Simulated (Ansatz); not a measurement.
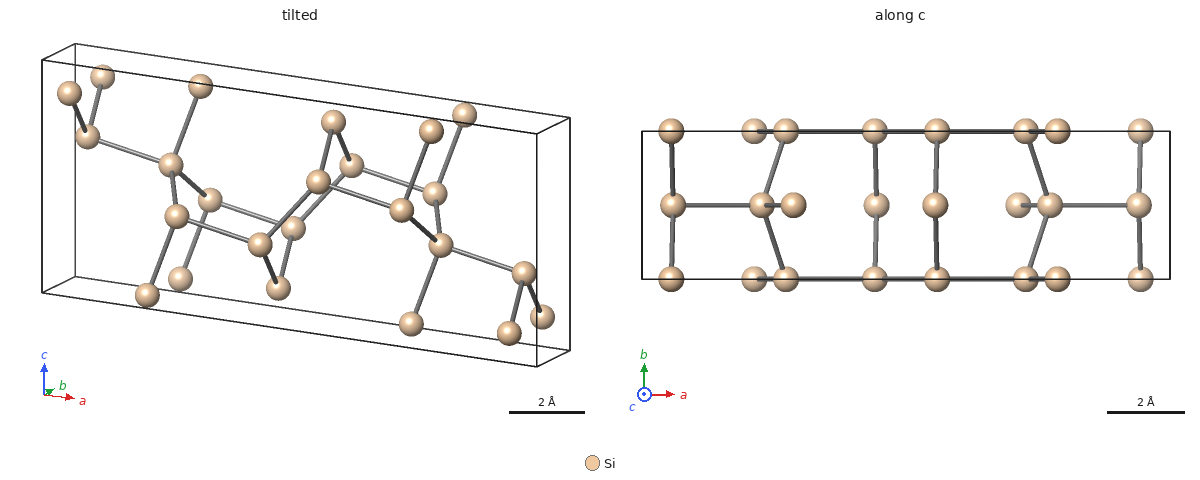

Structure drawing (ball-and-stick), viewed slightly off an axis and along the c axis. One conventional unit cell is outlined, and atoms on its boundary appear in each equivalent place.

Si, space group C2/m (No. 12), a = 13.839 Å, b = 3.851 Å, c = 6.335 Å, α = 90.00°, β = 96.78°, γ = 90.00°. Origin of the cell: a structure listed in the Materials Project. Earlier steps of the study may have refined or changed the cell and positions. An electronic-structure calculation with Ansatz was run on it.

This one geometry was computed with Ansatz (DFT, plane waves, PAW) at four levels of theory: r2SCAN, PBE, HSE06 and PBE0. It was relaxed beforehand with r2SCAN.

Which level gives the highest pressure at this volume, and what does that say about its equilibrium volume?

Highest: PBE (1.2 GPa), which points to the largest equilibrium volume. Lowest, with the smallest volume: r2SCAN (0.0 GPa), HSE06 (-0.2 GPa) and PBE0 (-0.4 GPa). Levels within 0.5 GPa of each other can't be told apart.

How does the band gap change with the level of theory?

PBE: a gap of 0.26 eV, indirect; r2SCAN: a gap of 0.41 eV, indirect; HSE06: a gap of 0.81 eV, indirect; PBE0: a gap of 1.46 eV, indirect.

Collect the results in a table.

| level | cutoff (eV) | k-mesh of the run's cell | gap (eV) | pressure (GPa) |
| --- | --- | --- | --- | --- |
| r2SCAN | 500 | 8×8×4 | 0.41 | 0.0 |
| PBE | 420 | 8×8×4 | 0.26 | 1.2 |
| HSE06 | 420 | 4×4×2 | 0.81 | -0.2 |
| PBE0 | 420 | 4×4×2 | 1.46 | -0.4 |

Gaps are taken on the k-mesh or band path of each run.
